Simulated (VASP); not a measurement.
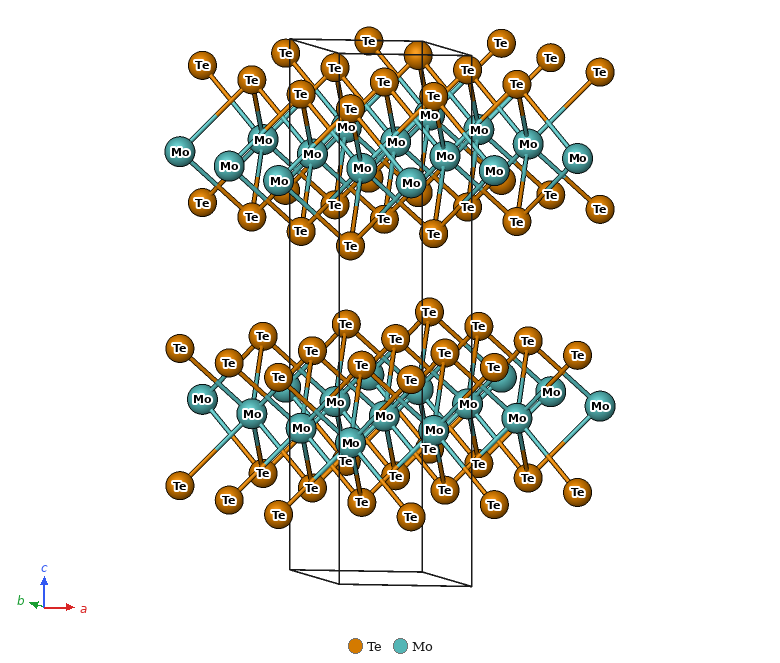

Te2Mo (space group P6_3/mmc, No. 194). Coordinates: the end point of a relaxation with VASP Kohn-Sham DFT of a periodic cell, PBE with D3, VASP PAW PBE potentials, recommended (VASP).

Bonds are taken as Mo–Te below 3.1 Å; no other contact counts. Simplification: prune 0- and 1-connected atoms, fold 2-connected ones into links.

**What kind of net remains, and which atoms are its nodes?**

A binodal (3,6)-connected, two-periodic (layers) net: Te is a 3-connected node; Mo is a 6-connected node, in the ratio 2:1.

**Name the underlying net.**

It is the net of the trigonal-prismatic layers of 2H-MoS2.

**How do the layers lie?**

The layers lie parallel to (001).

**Give the point symbol of each node (shortest cycle at each angle).**

Te: 4³; Mo: 4³·6¹².

The simplified net, drawn on the atoms' positions. Nodes are coloured by element. One layer is drawn. Edges to nodes outside the piece are drawn as stubs.

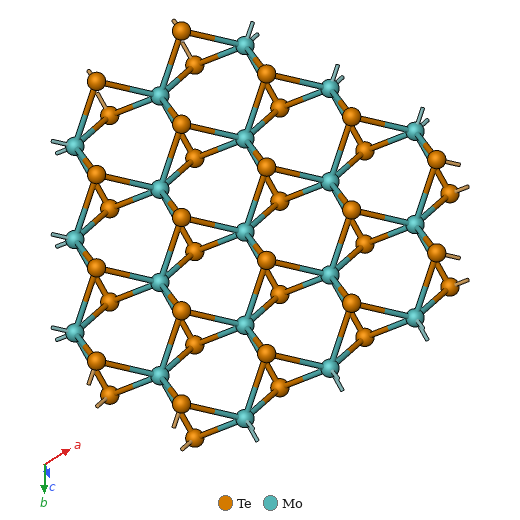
